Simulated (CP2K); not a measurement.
## Electronic structure of MoSe4 (slab) in real space

Input file:

```
&GLOBAL
  PROJECT mose4_workfunction
  RUN_TYPE ENERGY_FORCE
  PRINT_LEVEL LOW
&END GLOBAL
&FORCE_EVAL
  METHOD QS
  &DFT
    BASIS_SET_FILE_NAME BASIS_MOLOPT_UZH
    POTENTIAL_FILE_NAME POTENTIAL_UZH
    &MGRID
      CUTOFF 450
      REL_CUTOFF 60
      NGRIDS 4
    &END MGRID
    &QS
      METHOD GPW
      EPS_DEFAULT 1.0E-10
    &END QS
    &KPOINTS
      SCHEME MONKHORST-PACK 9 9 1
      GAMMA_CENTERED T
      SYMMETRY T
      SYMMETRY_BACKEND SPGLIB
    &END KPOINTS
    &SCF
      SCF_GUESS ATOMIC
      EPS_SCF 1.0E-6
      MAX_SCF 100
      ADDED_MOS 19
      CHOLESKY OFF
      EPS_EIGVAL 1.0E-7
      &DIAGONALIZATION ON
        ALGORITHM STANDARD
      &END DIAGONALIZATION
      &MIXING ON
        METHOD BROYDEN_MIXING
        ALPHA 0.2
        BETA 1.5
        NBUFFER 8
      &END MIXING
      &SMEAR ON
        METHOD FERMI_DIRAC
        ELECTRONIC_TEMPERATURE 580.23
      &END SMEAR
    &END SCF
    &XC
      &XC_FUNCTIONAL
        &GGA_X_PBE
        &END GGA_X_PBE
        &GGA_C_PBE
        &END GGA_C_PBE
      &END XC_FUNCTIONAL
    &END XC
    &PRINT
      &KPOINTS ON
      &END KPOINTS
      &MULLIKEN ON
      &END MULLIKEN
      &MO ON
        ENERGIES T
        OCCUPATION_NUMBERS T
        &EACH
          QS_SCF 0
        &END EACH
        ADD_LAST NUMERIC
      &END MO
      &LOWDIN ON
      &END LOWDIN
      &HIRSHFELD ON
        SHAPE_FUNCTION DENSITY
      &END HIRSHFELD
      &E_DENSITY_CUBE ON
        STRIDE 1
      &END E_DENSITY_CUBE
      &V_HARTREE_CUBE ON
        STRIDE 1
      &END V_HARTREE_CUBE
      &ELF_CUBE ON
        STRIDE 1
      &END ELF_CUBE
    &END PRINT
  &END DFT
  &SUBSYS
    &CELL
      A 3.3203649265 0.0000000000 0.0000000000
      B -1.6601824632 2.8755203762 0.0000000000
      C 0.0000000000 0.0000000000 46.8749169045
      PERIODIC XYZ
    &END CELL
    &COORD
      SCALED
      Se  0.3333333300 0.6666666600 0.1600002836
      Se  0.3333333300 0.6666666600 0.4647189922
      Mo  0.0000000000 0.0000000000 0.5000000000
      Se  0.3333333300 0.6666666600 0.5352810078
      Se  0.3333333300 0.6666666600 0.8399997164
    &END COORD
    &KIND Se
      BASIS_SET TZVP-MOLOPT-PBE-GTH-q6
      POTENTIAL GTH-PBE-q6
    &END KIND
    &KIND Mo
      BASIS_SET TZVP-MOLOPT-PBE-GTH-q14
      POTENTIAL GTH-PBE-q14
    &END KIND
    &PRINT
      &ATOMIC_COORDINATES ON
      &END ATOMIC_COORDINATES
      &CELL ON
      &END CELL
      &SYMMETRY ON
      &END SYMMETRY
    &END PRINT
  &END SUBSYS
  &PRINT
    &FORCES ON
    &END FORCES
  &END PRINT
&END FORCE_EVAL
```

Launched as:

```sh
OMP_NUM_THREADS=1 mpirun -n 2 cp2k.psmp -i mose4_workfunction.inp -o mose4_workfunction.out
```

Not relaxed (largest force 0.5 eV/Å).

All numbers below come from Kohn-Sham DFT of a periodic cell, PBE, GTH-PBE with UZH-TZVP basis in CP2K.

The density is the valence pseudo-density of a pseudopotential calculation; it isn't the true density close to the nuclei.

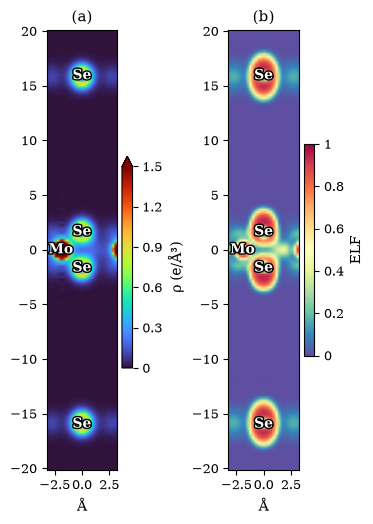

Figure 1. (a) valence pseudo-density; (b) ELF on the (110) plane of the calculation cell, a cut from vacuum to vacuum.

Question: Interpret the plot.

Answer: The section cuts through Se and Mo sites.
Mo–Se (2.53 Å): ρ at the midpoint is about 0.52 e/Å³; the ELF is about 0.50 at the midpoint.
The density dies away to nearly zero in the vacuum.
The features right at Mo lie inside the core regions, where the map follows smoothed inner orbitals and isn't to be read closely.

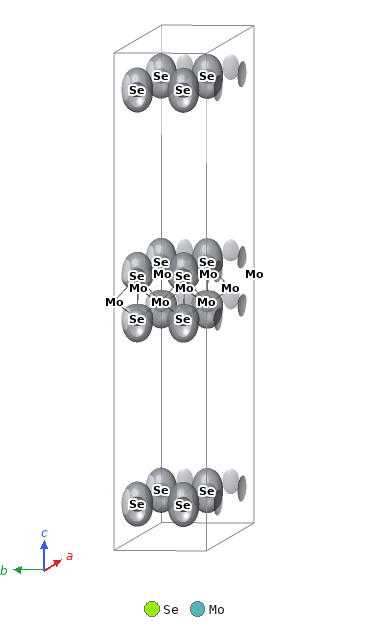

Figure 2. Isosurface of the ELF at 0.7 (grey), seen at an oblique angle. Only the valence region is drawn (cores and ρ < 0.01 e/Å³ removed). Sticks mark near contacts.

Question: Where are the electrons localised?

Answer: At this value the surface marks out four regions wrapped around Se (the valence shell of each), counted in one cell of 5 atoms. Counts are for one cell; the picture repeats the cell along the surface.
